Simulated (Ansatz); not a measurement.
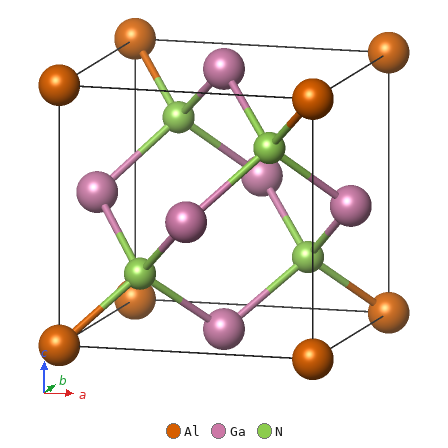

System: AlGa₃N₄, space group P-43m (No. 215). The picture shows the conventional cell.

Starting cell:
```
CELL_PARAMETERS angstrom
4.49716 0.00000 0.00000
0.00000 4.49716 0.00000
0.00000 0.00000 4.49716
ATOMIC_POSITIONS crystal
Al 0.00000 0.00000 0.00000
Ga 0.50000 0.50000 0.00000
Ga 0.50000 0.00000 0.50000
Ga 0.00000 0.50000 0.50000
N 0.75502 0.75502 0.24498
N 0.75502 0.24498 0.75502
N 0.24498 0.75502 0.75502
N 0.24498 0.24498 0.24498
```

Method: optical phonons of an insulator on the approach to the zone centre along x, y and z with the field of polar modes, imaginary frequencies are negative, field response on a mesh refined by the program; plane waves with PAW datasets (Ansatz 0.2.0). Level: PBEsol, no spin polarisation.

- wave cutoff: 420 eV
- k mesh: 6×6×6
- occupations: fixed
- volume relative to the relaxed cell: 1.02

Predict the polar optical modes, transverse and longitudinal, approaching the zone centre along x.

The transverse (TO, twofold) lines lie at 401.7, 543.7 and 630.4 and the longitudinal (LO) ones at 605.4 and 749.9 cm⁻¹, the same along x, y and z by the cubic symmetry.

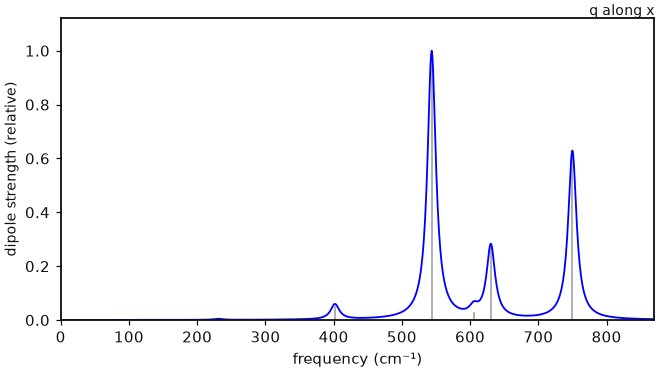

Lines are broadened by Lorentzians of 15 cm⁻¹ full width; the spectrum is scaled to its strongest line.

Keep in mind: field response not converged on the k mesh.
